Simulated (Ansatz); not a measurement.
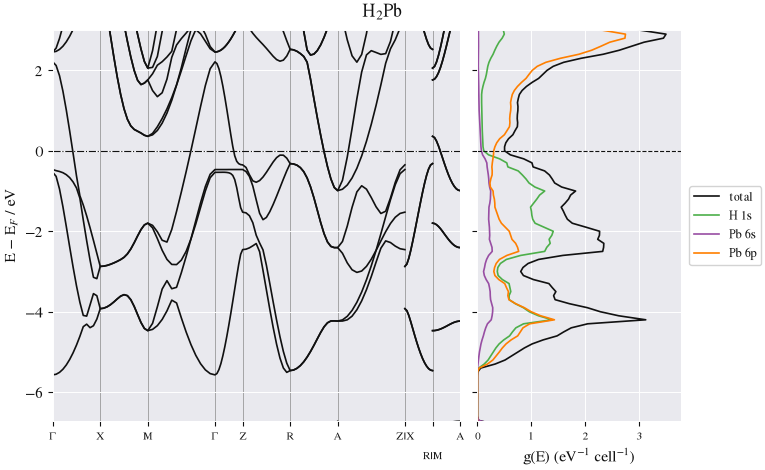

Band structure and density of states. Energies are counted from the Fermi level. The partial curves are projected on Löwdin-orthogonalised atomic shells.

Which Bravais lattice do the labels of the path belong to?

Answer. A primitive tetragonal lattice: the path Γ–X–M–Γ–Z–R–A–Z|X–R|M–A runs through the special points of its Brillouin zone.

System: H₂Pb, space group P4/nmm, 6 atoms in the cell.

Space group P4/nmm:1 (No. 129). a = 3.635 Å, b = 3.635 Å, c = 6.243 Å, α = 90.00°, β = 90.00°, γ = 90.00°
```csv
atom,site,symmetry,x,y,z
H,2c,4mm,0.5000,0.0000,0.3627
H,2a,-4m2,0.5000,0.5000,0.0000
Pb,2c,4mm,0.5000,0.0000,0.7599
```

Method: DFT PBE, scalar-relativistic, plane waves, PAW, no spin polarisation, 10×10×6 k mesh, 420 eV cutoff, Gaussian smearing of 0.1 eV (Ansatz).

Metal, semiconductor or insulator?

Answer. A metal: 3 bands cross the Fermi level along this path.

What is the density of states at the Fermi level?

Answer. The density of states at the Fermi level is about 0.6 per eV and cell (mean within 0.25 eV), or 0.1 per atom.

Which states dominate at the Fermi level?

Answer. By projected weight, the states within 0.3 eV of the Fermi level are Pb 6p (45 %), H 1s (40 %) and Pb 6s (15 %).

Which levels at Γ lie nearest to the Fermi level?

Answer. At Γ the nearest levels lie 0.47 eV below and 2.21 eV above the Fermi level.

The structure is an invented one, so it need not be a known or stable phase. Spin-orbit coupling is left out, which matters for Pb.
